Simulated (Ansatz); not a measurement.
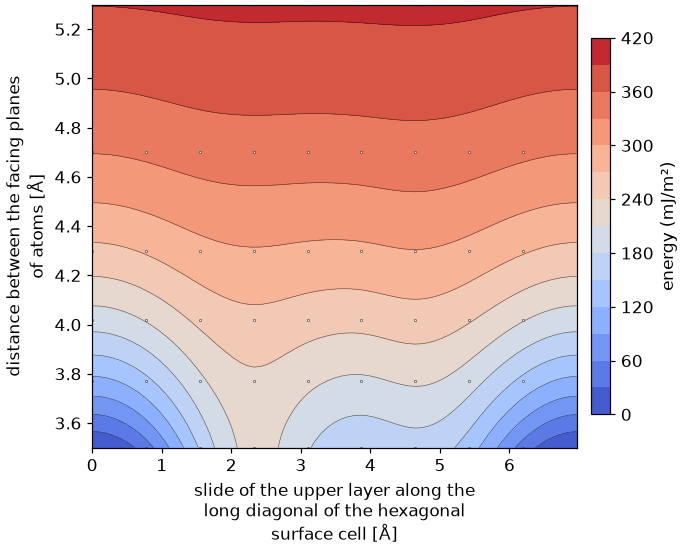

A bilayer of two Ge sheets of the honeycomb type (4 atoms in the cell). The upper layer of a bilayer is slid along a line and lifted, both layers rigid. First axis: slide of the upper layer along the long diagonal of the hexagonal surface cell, from Ge4 above Ge1. Second axis: distance between the facing planes of atoms. The scan uses a 9 × 6 grid. Points are written as (first, second). All energies are given in mJ/m² relative to the lowest grid point. This map comes from DFT PBE+D3(BJ), scalar-relativistic, plane waves, PAW (Ansatz). Settings: cutoff 420 eV, k-mesh 9×9×1, gaussian smearing 0.1 eV, no spin polarisation.

The picture shows filled contours, dots at the grid points. Between grid points the surface is interpolated.

The lowest grid point is at (0.00 Å, 3.50 Å). It lies at the edge of the scanned range, so the true minimum may lie outside. The highest grid point, (4.64 Å, 5.30 Å), lies 395 mJ/m² above the lowest.

The upper layer is now turned by 180 degrees about the normal; all else is set up alike.

### What will the new map look like?

The minimum (interpolated where it lies between grid points) moves from (0.00 Å, 3.50 Å) to (1.55 Å, 3.50 Å). The span from the lowest to the highest grid point shrinks from 395 to 281 mJ/m².

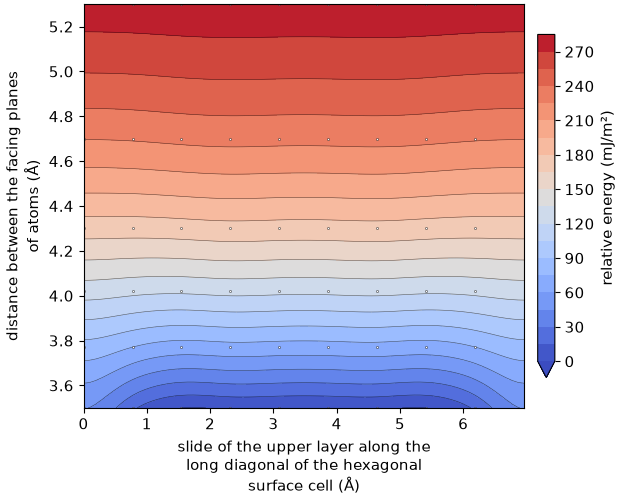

The map after the change, on a colour scale of its own. In the figure: filled contours, dots at the grid points. Between grid points the surface is interpolated.

PAW datasets: the set soft_1.
